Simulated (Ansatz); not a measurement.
System: WC, space group Fm-3m (No. 225).

The given structure:
```
CELL_PARAMETERS angstrom
-2.18242 -2.18242 0.00000
2.18242 -2.18242 0.00000
0.00000 0.00000 8.72966
ATOMIC_POSITIONS crystal
W 0.50000 0.50000 0.12500
W 0.00000 0.00000 0.37500
W 0.50000 0.50000 0.62500
W 0.00000 0.00000 0.87500
C 0.00000 0.00000 0.12500
C 0.50000 0.50000 0.37500
C 0.00000 0.00000 0.62500
C 0.50000 0.50000 0.87500
```

Method: rigid slide of a crystal across a plane by tilting cell vector c, one fault a cell, unrelaxed, by plane-wave density functional theory with PAW datasets, free energies less that of the undisturbed cell; scalar-relativistic (Ansatz 0.2.0). Level: r2SCAN, no spin polarisation.

```json
{"setting": "wave cutoff", "value": "500 eV"}
{"setting": "k mesh", "value": "19×19×7"}
{"setting": "occupations", "value": "Gaussian"}
{"setting": "smearing width", "value": "0.15 eV"}
{"setting": "k shift", "value": "(0, 0, 0) (mesh steps)"}
{"setting": "start", "value": "relaxed"}
{"setting": "height of the cut", "value": "0 (fraction of cell vector c)"}
{"setting": "slip vector", "value": "(1, 0) (multiples of cell vectors a and b)"}
```

The points at slip 0.6 and 0.8 follow from computed ones by symmetry.

Describe the result: the fault energy and shear traction against slip. The slip takes the values 0.0, 0.1, 0.2, 0.3, 0.4, 0.5, 0.6, 0.8.

The highest fault energy among the points, the barrier to rigid slip along this vector, is 2220 mJ/m² at slip 0.5; no local minimum, hence no metastable fault, shows among the points. The shear traction goes from 0.00 GPa at slip 0.0 to −18.46 GPa at 0.8, not monotonically, with a high of 26.90 GPa at 0.3.

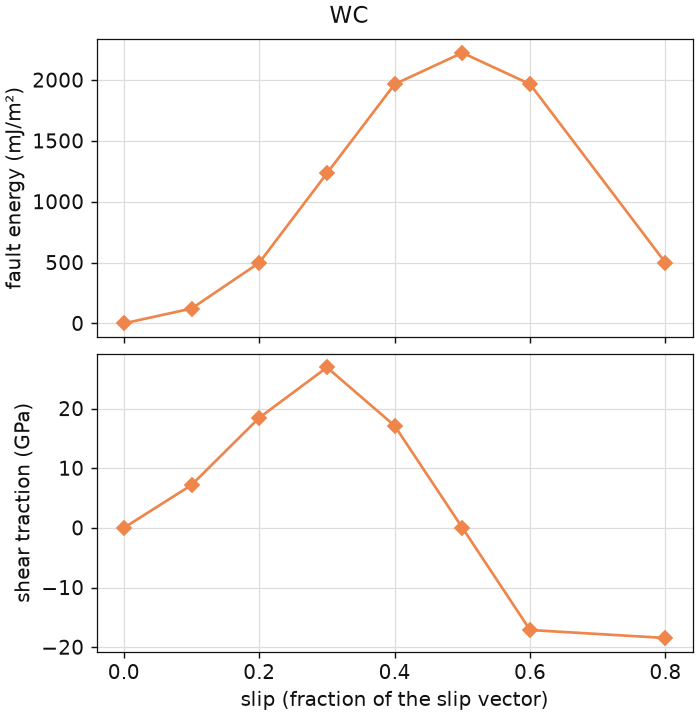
